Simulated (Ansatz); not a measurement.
Si8C7 and related structures: several calculations on one system

### Relaxation

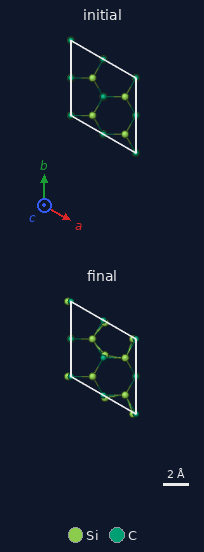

The structure of a defect cell of composition Si$_{8}$C$_{7}$ (coarse preliminary run) before (top) and after (bottom) a relaxation, at one scale.

A ball-and-stick model of the cell of the calculation, reduced to other axes (origin shifted), seen along the c axis. Lengths and directions refer to the drawn axes.

Case: C vacancy (site b), charge +0, atoms relaxed at the host's cell.

All numbers below come from DFT PBE, scalar-relativistic, plane waves, PAW in Ansatz. (plane-wave cutoff 420 eV; k-point mesh 1 × 1 × 1; occupations gaussian; smearing width 0.01 eV; no spin polarisation; atoms relaxed in a fixed cell; force threshold 0.025 eV/Å; at most 45 steps)

Question: Describe what moved and what it gained.

Answer: After 6 geometry steps the energy has fallen by 0.544 eV per cell of the calculation. The largest force component goes from 1.3 to 0.016 eV/Å. The largest moves, 0.25 Å, are those of Si atoms. By element the largest moves are Si 0.25 Å, C 0.08 Å. The lattice vectors keep their values. Some distances before and after: Si–Si 3.092 → 2.671 Å, Si–Si 3.092 → 3.513 Å, C–Si 1.893 → 1.843 Å, C–Si 1.907 → 1.934 Å. Bond angles that change, for instance: Si–C–Si 109.5° → 91.8°, Si–C–Si 109.4° → 117.9°, C–Si–C 109.5° → 117.2°. Cost: 2.7 s on 4 threads of Arm Neoverse V1, with other jobs on the host, peak memory 0.32 GiB.

Limits of the set-up: the periodic images lie only 5.1 Å apart, so the values are limited by the cell's size.

### Relaxation

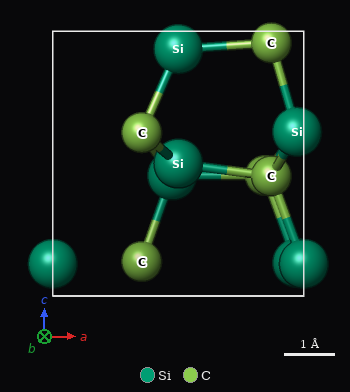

Starting structure of a defect cell of composition Si8C7 (cell charge +1) (coarse preliminary run). The picture is a ball-and-stick view of the cell of the calculation (origin shifted), seen along the b axis.

Case: C vacancy (site b), charge +1, atoms relaxed at the host's cell.

Theory: Ansatz, DFT PBE, scalar-relativistic, plane waves, PAW.

Input file:
```yaml
crystal:
  lattice:
    - [0.0, 0.0, 5.0742922929]
    - [-3.0919365161, 5.3553911397, 0.0]
    - [-3.0919365161, -5.3553911397, 0.0]
  atoms:
    - { symbol: Si, position: [0.5138103128, 0.1666666667, 0.3333333333], spin: 0.25 }
    - { symbol: Si, position: [0.4870931899, 0.668313908, 0.3366278159] }
    - { symbol: Si, position: [0.4870931899, 0.1633721841, 0.831686092] }
    - { symbol: Si, position: [0.4870931899, 0.668313908, 0.831686092] }
    - { symbol: Si, position: [1.0141019271, 0.7879628271, 0.1439814136], spin: 0.25 }
    - { symbol: Si, position: [1.0141019271, 0.3560185864, 0.1439814136], spin: 0.25 }
    - { symbol: Si, position: [0.9892174585, 0.8333333333, 0.6666666667] }
    - { symbol: Si, position: [1.0141019271, 0.3560185864, 0.7120371729], spin: 0.25 }
    - { symbol: C, position: [0.8681386003, 0.6711529813, 0.3423059625] }
    - { symbol: C, position: [0.8681386003, 0.1576940375, 0.8288470187] }
    - { symbol: C, position: [0.8681386003, 0.6711529813, 0.8288470187] }
    - { symbol: C, position: [0.3845155853, 0.8349838064, 0.1674919032] }
    - { symbol: C, position: [0.3845155853, 0.3325080968, 0.1674919032] }
    - { symbol: C, position: [0.360006028, 0.8333333333, 0.6666666667] }
    - { symbol: C, position: [0.3845155853, 0.3325080968, 0.6650161936] }
  host:
    lattice:
      - [3.0919365161, 0.0, 0.0]
      - [-1.545968258, 2.6776955698, 0.0]
      - [0.0, 0.0, 5.0742922929]
    atoms:
      - { symbol: Si, position: [0.3333333333, 0.6666666667, 0.4995817072] }
      - { symbol: Si, position: [0.6666666667, 0.3333333333, 0.9995817072] }
      - { symbol: C, position: [0.3333333333, 0.6666666667, 0.8754182928] }
      - { symbol: C, position: [0.6666666667, 0.3333333333, 0.3754182928] }
total_charge: 1
basis:
  ecutwfc: 420
  xc_grid: 2
kpoints:
  mp_grid: { grid: [1, 1, 1], shift: [0.0, 0.0, 0.0] }
hamiltonian:
  xc: pbe
scf:
  occupations: { method: gaussian, width: 0.01 }
output:
  forces: true
  stress: false
  eigenvalues: true
  populations: true
  charged_corrections:
    defect_position: [0.87541829, 0.16666667, 0.33333333]
    epsilon: [[10.2148, 0.0, 0.0], [0.0, 10.2148, 0.0], [0.0, 0.0, 11.3838]]
magnetization:
  spin_polarized: true
relax:
  adjacent_minimum: "off"
  f_tol: 0.025
  max_steps: 45
```

Run as
```bash
ansatz run input.yaml --threads 4 --pin off --max-ram 8192MiB --backend cpu --events-out ev --progress --plain --runs-dir out
```

Q: Where does the relaxation end?

A: The largest moves, 0.17 Å, are those of Si5, Si6 and Si8. Si8 goes roughly along [−1 −1 −3]. Largest moves by element: Si 0.17 Å, C 0.08 Å. The lattice vectors keep their values. Some distances before and after: Si7–C14 1.881 → 1.941 Å, Si1–C12 1.894 → 1.848 Å, Si5–C12 1.896 → 1.923 Å, Si5–C11 1.860 → 1.881 Å. Bond angles that change, for instance: Si6–C10–Si8 91.8° → 103.6°, Si1–C13–Si6 117.9° → 109.0°, C10–Si8–C11 117.2° → 112.6°. After 5 geometry steps the energy has fallen by 0.492 eV per cell of the calculation. Largest force component: 1.4 eV/Å at the start, 0.0054 eV/Å at the end.

The end point in the same view:

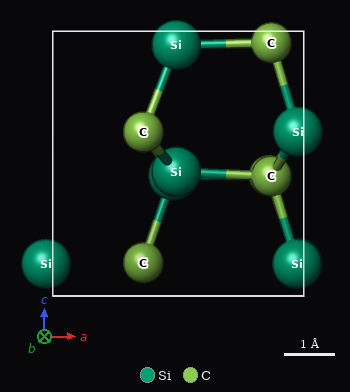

Limits of the set-up: the periodic images lie only 5.1 Å apart, so the values are limited by the cell's size; the cell is charged, on a uniform background, and energies carry no finite-size correction.

### Defect

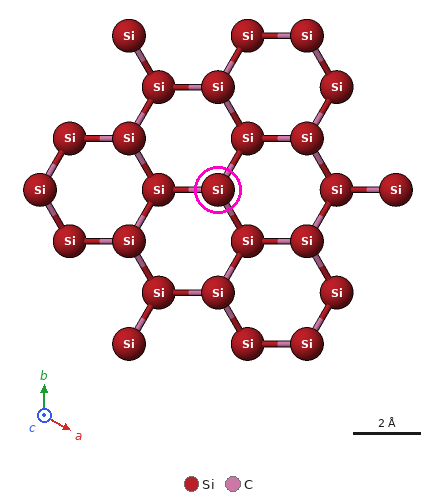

Perfect SiC. The picture is a ball-and-stick view of the atoms within 6.0 Å of one point, in a slice 4.2 Å thick across the line of sight, seen along the c axis.

Method: DFT PBE, scalar-relativistic, plane waves, PAW (Ansatz 0.2.0). (plane-wave cutoff 420 eV; k-point mesh 1 × 1 × 1; occupations gaussian; smearing width 0.01 eV; collinear spin) The cell is small and the k-mesh coarse, so the numbers are rough. A uniform background neutralises the charged cell. The axes drawn are those of the host's conventional cell.

A carbon atom is taken out (a vacancy) at the ringed place, in charge state +1. The supercell has 72 sites, and the atoms are relaxed at the host's cell.

Predict the relaxed surroundings of the defect.

Around the empty C site the host had 4 Si at 1.89 to 1.91 Å; after relaxation the nearest atoms are 4 Si at 1.94 to 2.00 Å. Of the host's atoms, a silicon atom moves furthest from its site, by 0.10 Å. The cell's net moment is 1.00 μB.

The relaxed defect, seen from the same direction:

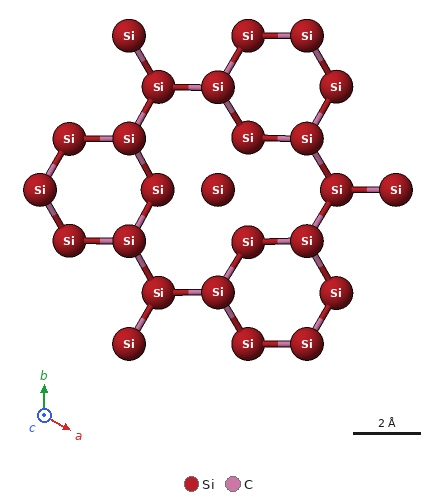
